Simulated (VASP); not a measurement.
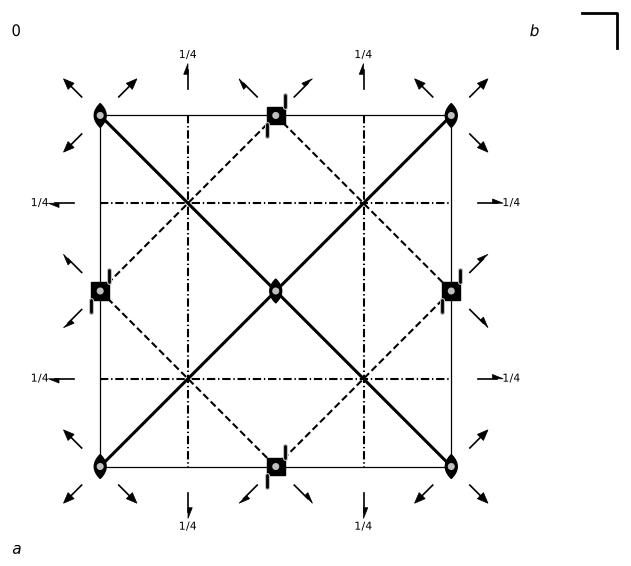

Symmetry elements of a space group, projected down c, computed from the operations of a computed or model structure of composition SiO2.

Graphical symbols as in the International Tables (origin upper left, heights as fractions; handed screw axes are marked by their printed symbols).

Question: Which space group is it?

Answer: P4_2/mnm, No. 136; primitive tetragonal, point group 4/mmm, 16 general positions a cell.

Question: List the elements shown.

Answer: 4₂ axes along c at (0, 1/2), (1/2, 0); 2 axes along c at (0, 0), (1/2, 1/2); inversion centres at (0, 0), (0, 1/2), (1/2, 0), (1/2, 1/2); mirror planes holding c and [1 1 0] or [−1 1 0]; in-plane glide planes holding c and [1 1 0] or [−1 1 0]; n glide planes normal to a, at x = 1/4, 3/4; n glide planes normal to b, at y = 1/4, 3/4; a mirror plane normal to c at height 0; 2 axes along [1 1 0] at height 0; 2 axes along [−1 1 0] at height 0; 2₁ axes along [1 1 0] at height 0; 2₁ axes along [−1 1 0] at height 0; 2₁ axes along a at height 1/4; 2₁ axes along b at height 1/4. Heights repeat every half period; positions are (a, b) fractions, modulo 1.
